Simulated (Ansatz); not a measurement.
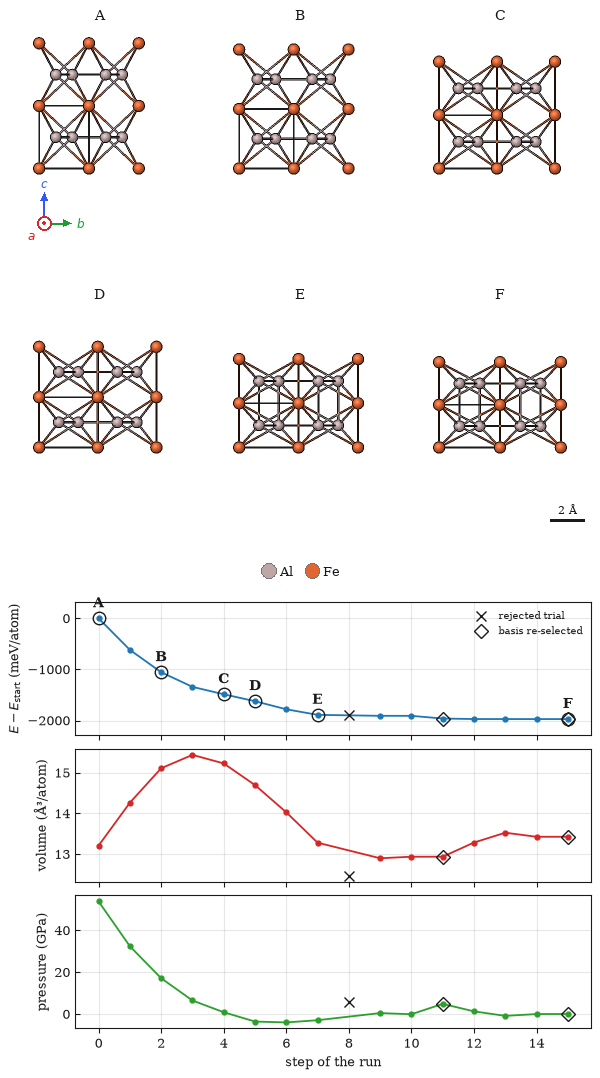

Frames of a relaxation of crystalline Al₂Fe (a generated structure, set up in P6/mmm) (coarse preliminary run), marked on the history of the run. Style: ball-and-stick. Shown: the cell of the calculation, repeated 1 × 2 × 2 with one cell outlined, along the a axis.

The calculation used DFT PBE, scalar-relativistic, plane waves, PAW in Ansatz. Set-up: plane-wave cutoff 420 eV; k-point mesh 6 × 6 × 4; occupations gaussian; smearing width 0.1 eV; collinear spin; cell and atoms relaxed; force threshold 0.04 eV/Å; at most 70 steps.

**What happens along the run?**

The energy falls by 1972 meV per atom in 12 accepted moves (15 points after the start). All forces vanish by symmetry, so only the cell relaxes. Pressure: 53.78 GPa at the start and 0.03 GPa at the end. The line search rejected the trial step at point 8 of the run. The SCF was repeated twice at an unchanged geometry on a basis and grid sized afresh for the cell, which shifted the energy by 52.8 meV per atom at most. The atoms keep their places relative to the cell (all moves are under 0.005 Å). The drawn cell changes as follows: a = b 3.478 → 4.247 Å (+22.1 %), c 3.783 → 2.578 Å (−31.8 %); the volume changes by +1.6 %. Among the contacts that change: Al–Al 3.783 → 2.578 Å, Fe–Fe 3.783 → 2.578 Å, Al–Al 2.008 → 2.452 Å, Al–Fe 2.759 → 2.770 Å. The space group stays P6/mmm (No. 191). From step 0 to 2: volume +14.4 %, energy −1056 meV per atom. From step 2 to 4: volume +0.8 %, energy −431 meV per atom. From step 4 to 5: volume −3.5 %, energy −135 meV per atom. From step 5 to 7: volume −9.6 %, energy −267 meV per atom. From step 7 to 15: volume +1.1 %, energy −83.3 meV per atom.

```csv
step,"E − E(0), meV/atom","pressure, GPa","volume, Å³/atom",note
0,0.00,53.78,13.211,
1,-617.80,32.38,14.265,
2,-1055.54,17.12,15.110,
3,-1341.41,6.48,15.439,
4,-1486.80,0.86,15.228,
5,-1622.13,-3.58,14.697,
6,-1780.54,-4.00,14.028,
7,-1889.12,-2.94,13.282,
8,-1887.28,5.93,12.469,rejected
9,-1908.44,0.47,12.899,
10,-1908.55,-0.09,12.937,
11,-1961.38,4.87,12.937,"same geometry, new basis"
12,-1971.30,1.29,13.286,
13,-1971.74,-0.86,13.527,
14,-1972.10,-0.01,13.427,
15,-1972.39,0.03,13.427,"same geometry, new basis"
```

Limits of the set-up: the k-point mesh is coarse for a cell with partly filled bands.
